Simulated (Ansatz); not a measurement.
**TiO₂: density, localisation and related maps**

Input file:

```
crystal:
  lattice:
    - [4.5998373239, 0.0, 0.0]
    - [0.0, 4.5998373239, 0.0]
    - [0.0, 0.0, 2.95921356]
  atoms:
    - { symbol: Ti, position: [0.0, 0.0, 0.5] }
    - { symbol: Ti, position: [0.5, 0.5, 0.0] }
    - { symbol: O, position: [0.30432132, 0.30432132, 0.5] }
    - { symbol: O, position: [0.19567868, 0.80432132, 0.0] }
    - { symbol: O, position: [0.80432132, 0.19567868, 0.0] }
    - { symbol: O, position: [0.69567868, 0.69567868, 0.5] }
hamiltonian:
  xc: pbe
  pseudopotentials: { kind: paw }
kpoints:
  mp_grid: { grid: [6, 6, 9] }
scf:
  occupations: { method: fermi_dirac, width: 0.05 }
output:
  forces: true
  stress: true
  eigenvalues: true
  write_density: true
  write_potential: true
  elf: true
  volumetric_format: npy
relax:
  f_tol: 0.01
  max_steps: 40
  cell: { stress_tol: 0.05, p_target: 30.0 }
```

Launched as:

```sh
ansatz run input.yaml --threads 2 --pin off --max-ram 5632MiB --backend cpu --events-out ev --progress --plain --runs-dir out
```

Below, planes, directions and counts refer to the conventional cell (a = 4.44 Å, b = 4.44 Å, c = 2.90 Å, α = 90.00°, β = 90.00°, γ = 90.00°).

The fields are those of the run's last geometry, not of the input's.

Space group P4₂/mnm; a structure from a database of computed crystals, not necessarily the ambient phase; computed pressure about 30 GPa in this cell.

Theory: Kohn-Sham DFT of a periodic cell, PBE, Ansatz PAW in Ansatz 0.2.0.

In a PAW calculation such maps are meaningful between the atoms, not at the nuclei.

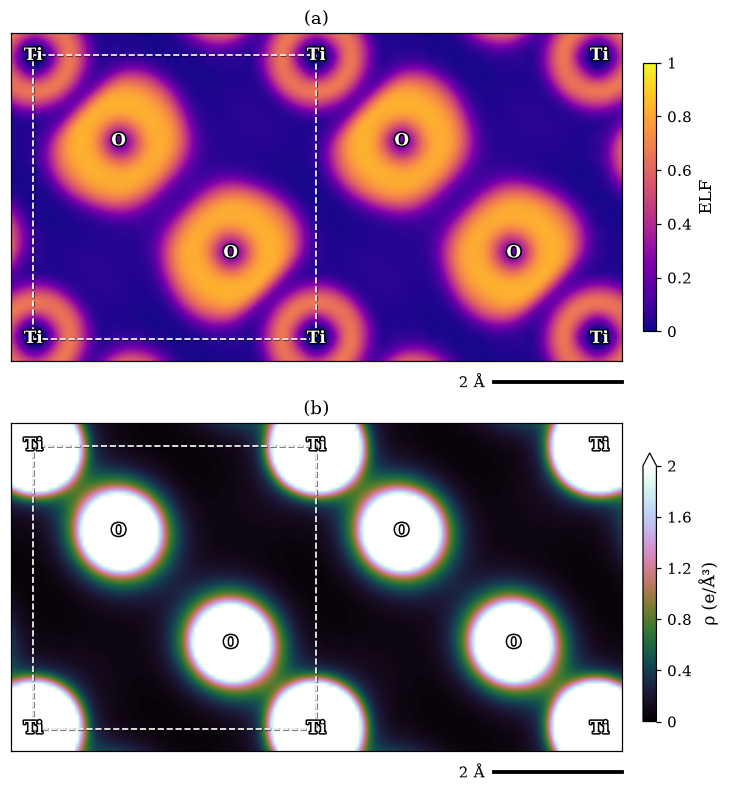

Figure 1. (a) ELF; (b) valence pseudo-density on the (001) plane of the conventional cell.

**Interpret the plot.**

- The section cuts through Ti and O sites.
- Ti–O (1.90 Å): ρ is about 0.81 e/Å³ halfway; the ELF peaks at about 0.85 in the valence shell of O, 0.6 Å from its nucleus, and is about 0.20 at the midpoint (no shared electron pair shows on this line).
- Between the atoms the lowest density in this plane is 0.04 e/Å³.
- The features right at Ti lie inside the PAW spheres, where the map follows smoothed inner orbitals and isn't to be read closely.

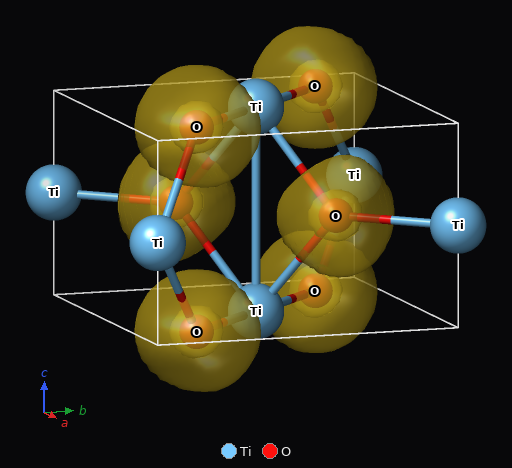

Figure 2. Isosurface of the electron localisation function at 0.7 (yellow), seen slightly off an axis. Core shells and regions of very low density are left out. Sticks mark near contacts.

**What do the ELF domains correspond to?**

The surface consists of four regions wrapped around O (the valence shell of each), counted in one cell of 6 atoms. Any copies at cell faces, edges or corners count once.


 Ti–Ti (2.90 Å): the ELF is about 0.10 at the midpoint; no shared electron pair shows on this line.

**Metal or insulator at this level of theory?**

It is gapped, with a Kohn–Sham gap of 2.0 eV on the k-point mesh (the band edges may lie off the mesh, which would make the gap smaller).
